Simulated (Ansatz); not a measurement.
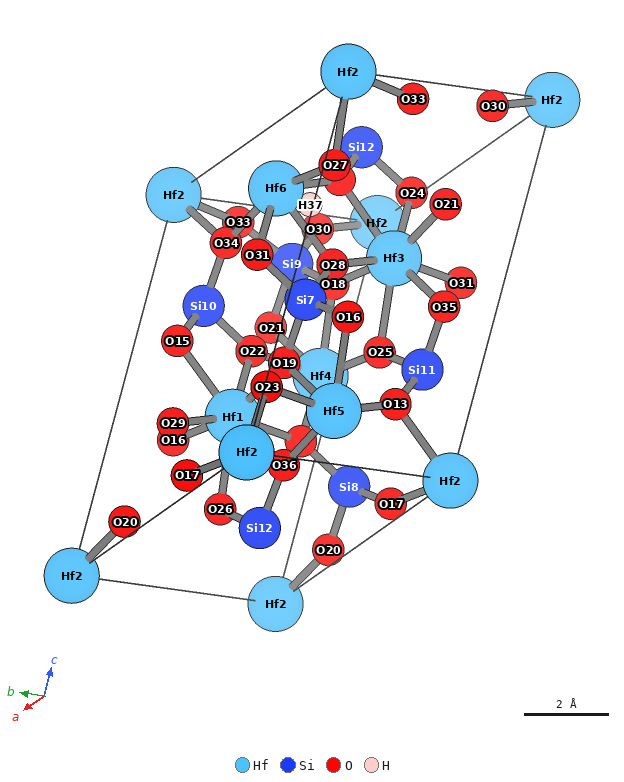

Figure 1. The structure as given in the input (ball-and-stick view of the cell of the calculation, seen at an oblique angle; atoms are numbered from 1 in the order of the input).

# Geometry relaxation of Hf$_{6}$Si$_{6}$HO$_{24}$ (charge +1) (part 1 of 3)

Hf$_{6}$Si$_{6}$HO$_{24}$ (defect cell, 37 atoms in the cell, total charge +1), computed with DFT PBE, scalar-relativistic, plane waves, PAW, no spin polarisation (Ansatz 0.2.0).

The structure derives from a Materials Project entry. It belongs to a series of runs on one base structure; here: H_i, charge +1, atoms relaxed at the host's cell. Figures and captions count atoms from 1; the log counts them from 0 in places.

The program's output
```
Engine: ansatz 0.2.0, aarch64-unknown-linux-gnu
Pseudopotentials: kind: paw
Pseudopotential: Hf, paw, valence charge 26, recommended cutoff 420 eV (normal), Hf.paw.azcp
Pseudopotential: Si, paw, valence charge 4, recommended cutoff 420 eV (normal), Si.paw.azcp
Pseudopotential: O, paw, valence charge 6, recommended cutoff 420 eV (normal), O.paw.azcp
Pseudopotential: H, paw, valence charge 1, recommended cutoff 420 eV (normal), H.paw.azcp
Functional definition: PBE
  parameter kappa = 0.804
  parameter beta = 0.06672455060314922
  exchange = pbe_x(kappa = kappa, mu = beta*pi^2/3)
  correlation = pbe_c(beta = beta)
Crystal: 37 atoms, lattice volume = 398.383 Å³
Basis set: ecut = 420 eV, 7671 PW (Γ), exchange–correlation on 90×90×144 points (8 copies of the dense FFT grid, shifted against one another)
Bands: 199, of which v1, the nominal top of the filled ones, is band 162 counted from 1 (161 counted from 0)
Symmetry: 1 space group operations
Space group: P1 (ITA 1), of the structure as read, at distance tolerance 7.4e-5 Å
k-points: 8
Non-local potential: Hf, projectors of the file, l = 0: 3, l = 1: 2, l = 2: 2, l = 3: 3
Non-local potential: Si, projectors of the file, l = 0: 2, l = 1: 2, l = 2: 2
Non-local potential: O, projectors of the file, l = 0: 2, l = 1: 2, l = 2: 1
Non-local potential: H, projectors of the file, l = 0: 2, l = 1: 1
PAW form: soft (Blöchl's): semilocal exchange-correlation on the pseudo side does not see the compensation charge
PAW one-centre angular grid: Hf, 590 points (default); XC on 64 Gauss nodes
PAW one-centre angular grid: Si, 110 points (default); XC on 64 Gauss nodes
PAW one-centre angular grid: O, 110 points (default); XC on 64 Gauss nodes
PAW one-centre angular grid: H, 110 points (default); XC on 64 Gauss nodes
Initial density: superposition of atomic densities (neutral atoms scaled as one to the charged cell's electrons: chi_scale 0, normalization atom), corrected by the library's trained network
Initial wavefunctions: pseudopotential atomic-orbital guess
Functional: x = pbe(κ = 0.804, μ = 0.2195149727645171), c = pbe(β = 0.06672455060314922)
SCF iter   1: F=—  HF=-111840.007944 eV  |F-HF|=—  |Δ(HF+E_count)|=         —  Δρ=2.20e-2  dr2=3.73e0  ethr=1.77e-3  ⟨swp⟩=6.0  Hψ=5822  notcnv=0  defer=192
preconditioner: auto → Resta (q_TF=auto, 2.636 Å⁻¹)  ε∞=4.5  [insulator: Δε(μ)=2.461 eV  Ē_g=17.535 eV  σ=0.020 eV  W_gap=1.00  n_scr=118 (ndim 8)  ℏωp=32.9 eV  f_vac=0.047  D(μ)=0.00/eV (n_scr^D=0)  ε∞_Penn≈4.5]
SCF iter   2: F=—  HF=-111839.011643 eV  |F-HF|=—  |Δ(HF+E_count)|=   9.96e-1  Δρ=9.84e-3  dr2=7.43e-1  ethr=1.15e-3  ⟨swp⟩=3.0  Hψ=1894  notcnv=0  defer=242
SCF iter   3: F=—  HF=-111838.773703 eV  |F-HF|=—  |Δ(HF+E_count)|=   2.38e-1  Δρ=3.93e-3  dr2=7.88e-2  ethr=2.29e-4  ⟨swp⟩=3.0  Hψ=2468  notcnv=0  defer=242
SCF iter   4: F=—  HF=-111838.743982 eV  |F-HF|=—  |Δ(HF+E_count)|=   2.97e-2  Δρ=2.12e-3  dr2=1.54e-2  ethr=2.43e-5  ⟨swp⟩=2.5  Hψ=3189  notcnv=0  defer=241
SCF iter   5: F=—  HF=-111838.744924 eV  |F-HF|=—  |Δ(HF+E_count)|=   9.43e-4  Δρ=1.68e-3  dr2=1.02e-2  ethr=4.76e-6  ⟨swp⟩=2.0  Hψ=2702  notcnv=0  defer=241
SCF iter   6: F=—  HF=-111838.743011 eV  |F-HF|=—  |Δ(HF+E_count)|=   1.91e-3  Δρ=3.67e-4  dr2=5.86e-4  ethr=3.14e-6  ⟨swp⟩=2.0  Hψ=2523  notcnv=0  defer=241
SCF iter   7: F=—  HF=-111838.743003 eV  |F-HF|=—  |Δ(HF+E_count)|=   8.32e-6  Δρ=1.51e-4  dr2=8.44e-5  ethr=1.81e-7  ⟨swp⟩=2.0  Hψ=2432  notcnv=0  defer=241
SCF iter   8: F=—  HF=-111838.743028 eV  |F-HF|=—  |Δ(HF+E_count)|=   2.48e-5  Δρ=8.62e-5  dr2=2.76e-5  ethr=6.94e-9  ⟨swp⟩=18.2  Hψ=16682  notcnv=0
SCF iter   9: F=-111838.743037 eV  HF=-111838.743040 eV  |F-HF|=3.38e-6  |Δ(HF+E_count)|=   1.26e-5  Δρ=3.62e-5  dr2=5.83e-6  ethr=6.94e-9  ⟨swp⟩=12.0  Hψ=14786  notcnv=0
SCF 1 converged in 9 iterations: F = -111838.743037 eV  dr2 = 5.83e-6
  greatest PAW one-centre occupation: 0.999 electrons in one spin orbital (limit 2), on the Hf atom at site 3 (counted from 0), in its partial waves of l = 0
relax step   1: F+E_penalty+E_count = -111838.74303688 eV  Δ(F+E_penalty+E_count) = +0.000e0 eV  max|allowed force component| = 3.030e0 eV/Å  Δτ_max = 0.0000 Å  (9 SCF iters, dr2 threshold 2.25e-5 eV, accepted)
Initial density: handed on by an earlier stage of this run
Initial wavefunctions: those handed on with the density
iter 1 solved again at ethr=1.16e-4 eV; its pass at ethr=3.10e-3 eV (dr2=3.77e-1 eV) is discarded
SCF iter   1: F=—  HF=-111839.901856 eV  |F-HF|=—  |Δ(HF+E_count)|=         —  Δρ=1.11e-2  dr2=3.73e-1  ethr=1.16e-4  ⟨swp⟩=1.9  Hψ=5195  notcnv=0  defer=237
preconditioner: auto → Resta (q_TF=auto, 2.636 Å⁻¹)  ε∞=4.6  [insulator: Δε(μ)=2.368 eV  Ē_g=17.439 eV  σ=0.020 eV  W_gap=1.00  n_scr=118 (ndim 8)  ℏωp=32.9 eV  f_vac=0.054  D(μ)=0.00/eV (n_scr^D=0)  ε∞_Penn≈4.6]
SCF iter   2: F=—  HF=-111839.810133 eV  |F-HF|=—  |Δ(HF+E_count)|=   9.17e-2  Δρ=5.00e-3  dr2=5.95e-2  ethr=1.15e-4  ⟨swp⟩=3.1  Hψ=2693  notcnv=0  defer=237
SCF iter   3: F=—  HF=-111839.797635 eV  |F-HF|=—  |Δ(HF+E_count)|=   1.25e-2  Δρ=1.72e-3  dr2=9.67e-3  ethr=1.84e-5  ⟨swp⟩=3.0  Hψ=2782  notcnv=0  defer=237
SCF iter   4: F=—  HF=-111839.796555 eV  |F-HF|=—  |Δ(HF+E_count)|=   1.08e-3  Δρ=7.01e-4  dr2=1.14e-3  ethr=2.99e-6  ⟨swp⟩=2.1  Hψ=2546  notcnv=0  defer=237
SCF iter   5: F=—  HF=-111839.796605 eV  |F-HF|=—  |Δ(HF+E_count)|=   4.95e-5  Δρ=2.68e-4  dr2=2.46e-4  ethr=3.52e-7  ⟨swp⟩=2.0  Hψ=2601  notcnv=0  defer=237
SCF iter   6: F=-111839.796583 eV  HF=-111839.796576 eV  |F-HF|=6.73e-6  |Δ(HF+E_count)|=   2.87e-5  Δρ=7.48e-5  dr2=2.22e-5  ethr=3.09e-8  ⟨swp⟩=16.5  Hψ=14825  notcnv=0
SCF 2 converged in 6 iterations: F = -111839.796583 eV  dr2 = 2.22e-5
[... from here on the iterations of each SCF are left out, up to the last one ...]
relax step   2: F+E_penalty+E_count = -111839.79658288 eV  Δ(F+E_penalty+E_count) = -1.054e0 eV  max|allowed force component| = 1.761e0 eV/Å  Δτ_max = 0.1975 Å  (6 SCF iters, dr2 threshold 1.00e-4 eV, accepted)
preconditioner: auto → Resta (q_TF=auto, 2.636 Å⁻¹)  ε∞=4.5  [insulator: Δε(μ)=3.884 eV  Ē_g=17.453 eV  σ=0.020 eV  W_gap=1.00  n_scr=118 (ndim 8)  ℏωp=32.9 eV  f_vac=0.055  D(μ)=0.00/eV (n_scr^D=0)  ε∞_Penn≈4.5]
SCF 3 converged in 6 iterations: F = -111840.719314 eV  dr2 = 1.09e-5
relax step   3: F+E_penalty+E_count = -111840.71931408 eV  Δ(F+E_penalty+E_count) = -9.227e-1 eV  max|allowed force component| = 1.948e0 eV/Å  Δτ_max = 0.1961 Å  (6 SCF iters, dr2 threshold 1.00e-4 eV, accepted)
preconditioner: auto → Resta (q_TF=auto, 2.636 Å⁻¹)  ε∞=4.5  [insulator: Δε(μ)=5.215 eV  Ē_g=17.506 eV  σ=0.020 eV  W_gap=1.00  n_scr=118 (ndim 8)  ℏωp=32.9 eV  f_vac=0.056  D(μ)=0.00/eV (n_scr^D=0)  ε∞_Penn≈4.5]
SCF 4 converged in 6 iterations: F = -111841.697855 eV  dr2 = 1.17e-5
relax step   4: F+E_penalty+E_count = -111841.69785548 eV  Δ(F+E_penalty+E_count) = -9.785e-1 eV  max|allowed force component| = 1.551e0 eV/Å  Δτ_max = 0.1940 Å  (6 SCF iters, dr2 threshold 1.00e-4 eV, accepted)
preconditioner: auto → Resta (q_TF=auto, 2.636 Å⁻¹)  ε∞=4.5  [insulator: Δε(μ)=5.229 eV  Ē_g=17.529 eV  σ=0.020 eV  W_gap=1.00  n_scr=118 (ndim 8)  ℏωp=32.9 eV  f_vac=0.057  D(μ)=0.00/eV (n_scr^D=0)  ε∞_Penn≈4.5]
SCF 5 converged in 6 iterations: F = -111842.135846 eV  dr2 = 2.65e-5
relax step   5: F+E_penalty+E_count = -111842.13584598 eV  Δ(F+E_penalty+E_count) = -4.380e-1 eV  max|allowed force component| = 1.735e0 eV/Å  Δτ_max = 0.1950 Å  (6 SCF iters, dr2 threshold 1.00e-4 eV, accepted)
preconditioner: auto → Resta (q_TF=auto, 2.636 Å⁻¹)  ε∞=4.5  [insulator: Δε(μ)=5.234 eV  Ē_g=17.558 eV  σ=0.020 eV  W_gap=1.00  n_scr=118 (ndim 8)  ℏωp=32.9 eV  f_vac=0.054  D(μ)=0.00/eV (n_scr^D=0)  ε∞_Penn≈4.5]
SCF 6 converged in 6 iterations: F = -111842.371317 eV  dr2 = 1.95e-5
relax step   6: F+E_penalty+E_count = -111842.37131742 eV  Δ(F+E_penalty+E_count) = -2.355e-1 eV  max|allowed force component| = 6.722e-1 eV/Å  Δτ_max = 0.1274 Å  (6 SCF iters, dr2 threshold 1.00e-4 eV, accepted)
preconditioner: auto → Resta (q_TF=auto, 2.636 Å⁻¹)  ε∞=4.5  [insulator: Δε(μ)=5.209 eV  Ē_g=17.555 eV  σ=0.020 eV  W_gap=1.00  n_scr=118 (ndim 8)  ℏωp=32.9 eV  f_vac=0.054  D(μ)=0.00/eV (n_scr^D=0)  ε∞_Penn≈4.5]
SCF 7 converged in 5 iterations: F = -111842.413449 eV  dr2 = 2.42e-5
relax step   7: F+E_penalty+E_count = -111842.41344893 eV  Δ(F+E_penalty+E_count) = -4.213e-2 eV  max|allowed force component| = 4.971e-1 eV/Å  Δτ_max = 0.0990 Å  (5 SCF iters, dr2 threshold 6.78e-5 eV, accepted)
preconditioner: auto → Resta (q_TF=auto, 2.636 Å⁻¹)  ε∞=4.5  [insulator: Δε(μ)=5.217 eV  Ē_g=17.554 eV  σ=0.020 eV  W_gap=1.00  n_scr=118 (ndim 8)  ℏωp=32.9 eV  f_vac=0.054  D(μ)=0.00/eV (n_scr^D=0)  ε∞_Penn≈4.5]
SCF 8 converged in 5 iterations: F = -111842.428813 eV  dr2 = 4.60e-6
relax step   8: F+E_penalty+E_count = -111842.42881257 eV  Δ(F+E_penalty+E_count) = -1.536e-2 eV  max|allowed force component| = 1.281e-1 eV/Å  Δτ_max = 0.0369 Å  (5 SCF iters, dr2 threshold 3.71e-5 eV, accepted)
preconditioner: auto → Resta (q_TF=auto, 2.636 Å⁻¹)  ε∞=4.5  [insulator: Δε(μ)=5.188 eV  Ē_g=17.550 eV  σ=0.020 eV  W_gap=1.00  n_scr=118 (ndim 8)  ℏωp=32.9 eV  f_vac=0.054  D(μ)=0.00/eV (n_scr^D=0)  ε∞_Penn≈4.5]
SCF 9 converged in 5 iterations: F = -111842.430917 eV  dr2 = 5.17e-7
relax step   9: F+E_penalty+E_count = -111842.43091662 eV  Δ(F+E_penalty+E_count) = -2.104e-3 eV  max|allowed force component| = 6.041e-2 eV/Å  Δτ_max = 0.0106 Å  (5 SCF iters, dr2 threshold 1.09e-6 eV, accepted)
SCF iter   1: F=—  HF=-111842.431395 eV  |F-HF|=—  |Δ(HF+E_count)|=         —  Δρ=4.01e-4  dr2=3.17e-4  ethr=3.11e-6  ⟨swp⟩=2.0  Hψ=3049  notcnv=0  defer=247
preconditioner: auto → Resta (q_TF=auto, 2.636 Å⁻¹)  ε∞=4.5  [insulator: Δε(μ)=5.194 eV  Ē_g=17.551 eV  σ=0.020 eV  W_gap=1.00  n_scr=118 (ndim 8)  ℏωp=32.9 eV  f_vac=0.054  D(μ)=0.00/eV (n_scr^D=0)  ε∞_Penn≈4.5]
SCF iter   2: F=—  HF=-111842.431354 eV  |F-HF|=—  |Δ(HF+E_count)|=   4.11e-5  Δρ=2.04e-4  dr2=7.83e-5  ethr=9.77e-8  ⟨swp⟩=2.0  Hψ=1943  notcnv=0  defer=247
SCF iter   3: F=—  HF=-111842.431270 eV  |F-HF|=—  |Δ(HF+E_count)|=   8.36e-5  Δρ=5.41e-5  dr2=8.34e-6  ethr=2.42e-8  ⟨swp⟩=2.0  Hψ=2574  notcnv=0  defer=247
SCF iter   4: F=—  HF=-111842.431270 eV  |F-HF|=—  |Δ(HF+E_count)|=   7.81e-7  Δρ=1.83e-5  dr2=1.07e-6  ethr=2.57e-9  ⟨swp⟩=2.0  Hψ=2449  notcnv=0  defer=247
SCF iter   5: F=—  HF=-111842.431270 eV  |F-HF|=—  |Δ(HF+E_count)|=   5.03e-9  Δρ=4.98e-6  dr2=1.15e-7  ethr=3.31e-10  ⟨swp⟩=2.0  Hψ=2449  notcnv=0  defer=247
SCF iter   6: F=-111842.431270 eV  HF=-111842.431270 eV  |F-HF|=3.16e-8  |Δ(HF+E_count)|=   4.46e-8  Δρ=2.87e-6  dr2=2.93e-8  ethr=3.09e-11  ⟨swp⟩=15.6  Hψ=13180  notcnv=0
SCF 10 converged in 6 iterations: F = -111842.431270 eV  dr2 = 2.93e-8
relax step  10: F+E_penalty+E_count = -111842.43126968 eV  Δ(F+E_penalty+E_count) = -3.531e-4 eV  max|allowed force component| = 1.233e-2 eV/Å  Δτ_max = 0.0081 Å  (6 SCF iters, accepted)
```

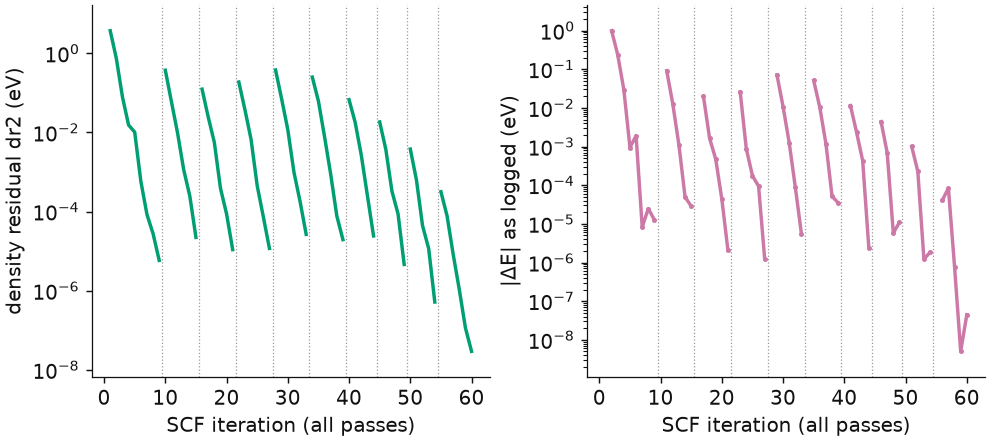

Figure 2. Convergence of the self-consistent field: density residual dr2 and size of the energy change against the SCF iteration. The dotted lines part the SCF passes of the relaxation: geometry steps, rejected trials and re-solves on a re-selected basis. The 10 passes take 5 to 9 iterations each, 60 in all.

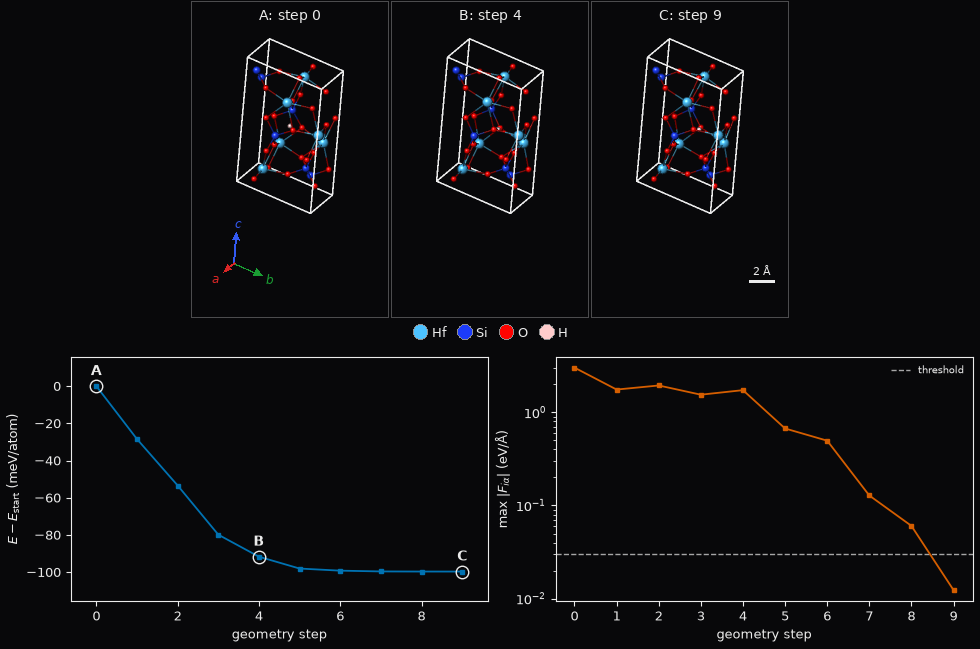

Figure 3. Frames of the relaxation (ball-and-stick view of the cell of the calculation (origin shifted), seen slightly off an axis) above the curves, on which the letters mark them (the first geometry is step 0 here and step 1 in the log).

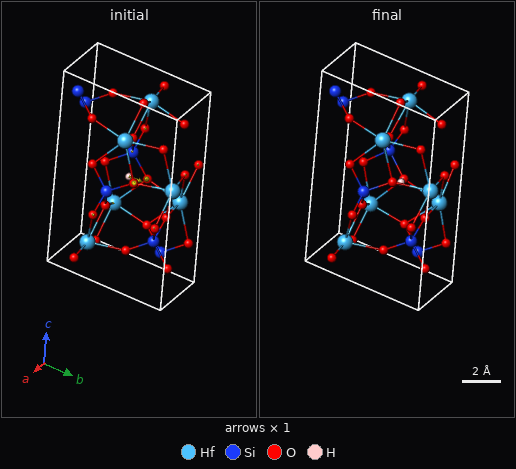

Figure 4. Before (left) and after (right) the relaxation, at one scale (ball-and-stick view of the cell of the calculation (origin shifted), seen slightly off an axis). The yellow arrows give the displacements, at true length. The atom that moves furthest is H37 (0.82 Å). Largest moves by element: H 0.82 Å, O 0.52 Å, Si 0.13 Å, Hf 0.11 Å. The lattice vectors keep their values. Among the contacts that change: O14–H37 1.947 → 1.013 Å, Hf3–O14 2.300 → 2.521 Å, Hf6–O14 2.142 → 2.282 Å, Hf1–O36 2.268 → 2.375 Å. New bonds form: O14–H37 (1.95 → 1.01 Å). Among the angles that change: O14–Si12–O26 124.3° → 105.3°, O18–Si9–O33 121.9° → 110.5°, Hf3–O24–Si12 99.9° → 107.5°. The energy falls by 99.7 meV per atom in 9 geometry steps. The largest force component goes from 3 to 0.012 eV/Å. (Atoms are counted from 1 in the order of the input.)

```
SCF converged after 6 iterations
Free energy (F): -111842.431270 eV
Harris-Foulkes:  -111842.431270 eV  (|F-HF|=3.16e-8)
Internal energy: -111842.431270 eV  (E = F + TS)
E sigma→0 (E₀):  -111842.431270 eV
Fermi energy:    12.297671 eV
--- Per-component energies (eV) ---
  E_band       = -763.186207
  E_kinetic    = 7023.999314
  E_local      = -48250.372760  (includes V_loc(G=0)·N_el)
  E_nonlocal   = -6163.775410
  E_hartree    = 21545.981019
  E_xc         = -3908.954133
  E_vxc        = -4147.329763  (∫ρ·V_xc dr)
  E_paw        = -48437.174251  (= ΣΔE_a)
  E_vpaw       = 7682.271745  (= ΣTr[D̂ρ^β])
  E_aug_tail   = 0.058871  (compensation charges beyond the density's cutoff)
  E_ewald      = -33652.193920
  E_smearing   = -0.000000  (= −TS)
  E_closure    = -0.000000  (closes the sum)
  E_deformation_potential = 19.016825  (in the stress; not in F)
  Σ components = -111842.431270   (vs F -111842.431270, Δ=0.00e0)
--- Forces (eV/Å), atoms counted from 1 ---
  atom   1  Hf     0.00116375     0.00020093     0.00458782
  atom   2  Hf     0.00016117     0.00092425    -0.00445302
  atom   3  Hf    -0.00024139    -0.00089592     0.00018014
  atom   4  Hf    -0.00064674     0.00088851     0.00646353
  atom   5  Hf    -0.00178935     0.00080110    -0.00351528
  atom   6  Hf     0.00219601    -0.00122947     0.00255106
  atom   7  Si    -0.00131608    -0.00011950     0.01031257
  atom   8  Si    -0.00051019    -0.00019775    -0.01232864
  atom   9  Si     0.00390499     0.00160506    -0.00230782
  atom  10  Si     0.00082536    -0.00198110     0.00867474
  atom  11  Si     0.00119491    -0.00031624     0.00345407
  atom  12  Si     0.00136846    -0.00476425    -0.00462067
  atom  13  O      0.00056264    -0.00400112     0.00056378
  atom  14  O     -0.00935226    -0.00471762     0.00976823
  atom  15  O     -0.00057900     0.00056232    -0.00230892
  atom  16  O      0.00046518     0.00035427    -0.00223211
  atom  17  O      0.00141670     0.00059710     0.00300209
  atom  18  O     -0.00005007    -0.00187595    -0.00173826
  atom  19  O      0.00099308    -0.00041238    -0.00168472
  atom  20  O      0.00157196     0.00050460     0.00120652
  atom  21  O     -0.00013400    -0.00006769    -0.00048509
  atom  22  O      0.00018750    -0.00088058    -0.00192674
  atom  23  O     -0.00165655     0.00317447     0.00079981
  atom  24  O      0.00008755     0.00440124     0.00213592
  atom  25  O     -0.00152261    -0.00070231    -0.00223539
  atom  26  O      0.00487026     0.00194153    -0.00022971
  atom  27  O      0.00081164     0.00052098    -0.00253947
  atom  28  O      0.00078701     0.00126965    -0.00305596
  atom  29  O      0.00086441    -0.00016660     0.00061297
  atom  30  O     -0.00001085    -0.00027568     0.00359414
  atom  31  O     -0.00040807    -0.00113594    -0.00026363
  atom  32  O     -0.00078787     0.00059568     0.00072568
  atom  33  O     -0.00281434     0.00309889     0.00082927
  atom  34  O     -0.00259936    -0.00047882    -0.00312638
  atom  35  O      0.00066452     0.00016172    -0.00111957
  atom  36  O     -0.00606255     0.00104029    -0.00188066
  atom  37  H      0.00645961     0.00157795    -0.00735874
  max |Σ_I F_I| component: 7.54e-5 eV/Å
--- Charged-cell corrections in eV (Makov–Payne, q = +1.000 e, ε = [12.689, 12.689, 12.484]) ---
  F (periodic)     = -111842.431270  (uncorrected; the corrections below are reported, never added to it)
  E_corr1          = +0.212476  (monopole, q²α_M/2ε̄L, of the cell on which ε is isotropic)
  F Makov-Payne    = -111842.218794  (F + E_corr1; no measured alignment; for a localised charge, not one spread in a band: unchecked)
  no potential alignment in this run, which stands beside a crystal: run the host's input off ansatz write-host-input, and read the two finished runs by ansatz place-levels (neither reads a slab, a wire or a sheet, whose cell leaves a vacuum)
--- Band table (eV; the first three rows and the last of 8) ---
```
